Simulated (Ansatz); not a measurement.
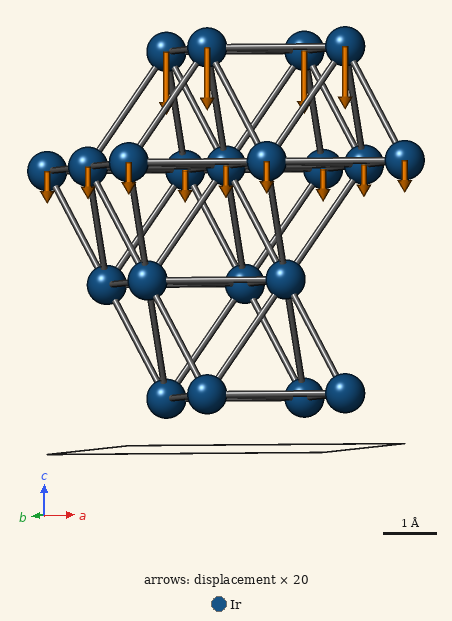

A constrained relaxation of a slab of composition Ir (cut from the Fm-3m phase). The starting structure is drawn; orange arrows show the displacements, 20 times their true length.

Style: ball-and-stick. Shown: the cell of the calculation, outlined in the plane, without the vacuum, from a free direction.

Case: clean slab, lower half held. The slab is the (1 1 1) face of Ir. 8 atoms are held fixed.

Computed with DFT PBE+D3(BJ), scalar-relativistic, plane waves, PAW (Ansatz).

Input
```yaml
crystal:
  lattice:
    - [5.4313155574, 0.0, 0.0]
    - [-2.7156577787, 4.7036572487, 0.0]
    - [0.0, 0.0, 23.6519758739]
  atoms:
    - { symbol: Ir, position: [0.3333333333, 0.1666666667, 0.3593780091] }
    - { symbol: Ir, position: [0.3333333333, 0.6666666667, 0.3593780091] }
    - { symbol: Ir, position: [0.8333333333, 0.1666666667, 0.3593780091] }
    - { symbol: Ir, position: [0.8333333333, 0.6666666667, 0.3593780091] }
    - { symbol: Ir, position: [0.6666666667, 0.3333333333, 0.453126003] }
    - { symbol: Ir, position: [0.6666666667, 0.8333333333, 0.453126003] }
    - { symbol: Ir, position: [0.1666666667, 0.3333333333, 0.453126003] }
    - { symbol: Ir, position: [0.1666666667, 0.8333333333, 0.453126003] }
    - { symbol: Ir, position: [0.0, 0.5, 0.546873997] }
    - { symbol: Ir, position: [0.0, 0.0, 0.546873997] }
    - { symbol: Ir, position: [0.5, 0.5, 0.546873997] }
    - { symbol: Ir, position: [0.5, 0.0, 0.546873997] }
    - { symbol: Ir, position: [0.3333333333, 0.6666666667, 0.6406219909] }
    - { symbol: Ir, position: [0.3333333333, 0.1666666667, 0.6406219909] }
    - { symbol: Ir, position: [0.8333333333, 0.6666666667, 0.6406219909] }
    - { symbol: Ir, position: [0.8333333333, 0.1666666667, 0.6406219909] }
basis:
  ecutwfc: 420
kpoints:
  mp_grid: { grid: [6, 6, 1] }
hamiltonian:
  xc: pbe
  dispersion: d3bj
scf:
  occupations: { method: gaussian, width: 0.1 }
output:
  forces: true
  eigenvalues: true
  write_density: true
  write_potential: true
  elf: true
  volumetric_format: npy
relax:
  adjacent_minimum: "off"
  f_tol: 0.03
  max_steps: 70
  constraints: [{ sites: [0, 1, 2, 3, 4, 5, 6, 7] }]
efield:
  axis: 3
  dipole_correction: true
  ramp_width: 0.04
```

Run as
```bash
ansatz run input.yaml --threads 4 --pin off --max-ram 10240MiB --backend cpu --events-out ev --progress --plain --runs-dir out
```

What happened in the run?

Answer. Over 1 accepted move (2 points after the start) the energy falls by 40.9 meV per cell of the calculation. Largest force component: 0.34 eV/Å at the start, 0.022 eV/Å at the end. The line search rejected the trial step at point 1 of the run. The largest moves, 0.061 Å, are those of Ir13, Ir14, Ir15 and Ir16. Ir13 goes along the normal (−c). The cell stays as it was. Among the contacts that change: Ir10–Ir14 2.716 → 2.692 Å. The run took 63 s on 4 threads of Intel(R) Xeon(R) Platinum 8488C (Sapphire Rapids), on a shared host, peak memory 2.2 GiB.
